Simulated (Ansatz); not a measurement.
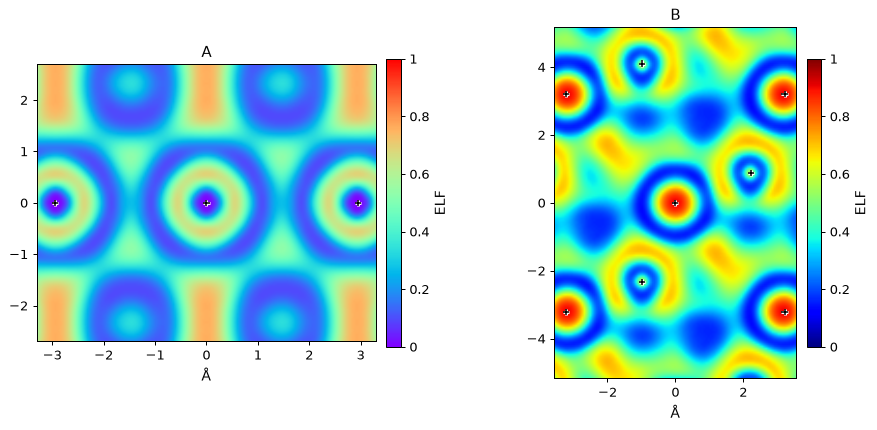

The electron localisation function of 2 systems, each on a plane through atoms (crosses mark nuclei in the plane).

The calculation used DFT, r2SCAN, PAW, plane waves, scalar-relativistic (Ansatz 0.2.0).

System 1: Ti, the (100) plane of the conventional cell. Space group P6₃/mmc; computed pressure about −2 GPa in this cell; computed without spin polarisation.

System 2: MnSi, the (101) plane of the cell of the magnetic structure. Space group P2₁3; not relaxed (largest force 0.6 eV/Å); computed pressure about −9 GPa in this cell; spin-polarised.

```yaml
crystal:
  lattice:
    - [4.54800, -4.54800, 0.00000]
    - [0.00000, 4.54800, -4.54800]
    - [4.54800, 4.54800, 4.54800]
  atoms:
    - { symbol: Mn, position: [0.00000, 0.00000, 0.13800] }
    - { symbol: Mn, position: [0.66667, 0.33333, 0.47133] }
    - { symbol: Mn, position: [0.33333, 0.66667, 0.80467] }
    - { symbol: Mn, position: [0.07467, 0.64933, 0.28733] }
    - { symbol: Mn, position: [0.74133, 0.98267, 0.62067] }
    - { symbol: Mn, position: [0.40800, 0.31600, 0.95400] }
    - { symbol: Mn, position: [0.35067, 0.42533, 0.28733] }
    - { symbol: Mn, position: [0.01733, 0.75867, 0.62067] }
    - { symbol: Mn, position: [0.68400, 0.09200, 0.95400] }
    - { symbol: Mn, position: [0.57467, 0.92533, 0.28733] }
    - { symbol: Mn, position: [0.24133, 0.25867, 0.62067] }
    - { symbol: Mn, position: [0.90800, 0.59200, 0.95400] }
    - { symbol: Si, position: [0.66667, 0.33333, 0.17933] }
    - { symbol: Si, position: [0.33333, 0.66667, 0.51267] }
    - { symbol: Si, position: [0.00000, 0.00000, 0.84600] }
    - { symbol: Si, position: [0.60267, 0.70533, 0.05133] }
    - { symbol: Si, position: [0.26933, 0.03867, 0.38467] }
    - { symbol: Si, position: [0.93600, 0.37200, 0.71800] }
    - { symbol: Si, position: [0.29467, 0.89733, 0.05133] }
    - { symbol: Si, position: [0.96133, 0.23067, 0.38467] }
    - { symbol: Si, position: [0.62800, 0.56400, 0.71800] }
    - { symbol: Si, position: [0.10267, 0.39733, 0.05133] }
    - { symbol: Si, position: [0.76933, 0.73067, 0.38467] }
    - { symbol: Si, position: [0.43600, 0.06400, 0.71800] }
```

Which map belongs to which system?

Answer. Panel A is system 1, Ti: the plane holds Ti. Ti–Ti (2.95 Å): the ELF is about 0.25 at the midpoint: no shared electron pair shows on this line. Panel B is system 2, MnSi: the plane holds Mn and Si. Mn–Si (2.40 Å): the ELF peaks at about 0.70 in the valence shell of Si, 0.9 Å from its nucleus, and is about 0.45 at the midpoint.
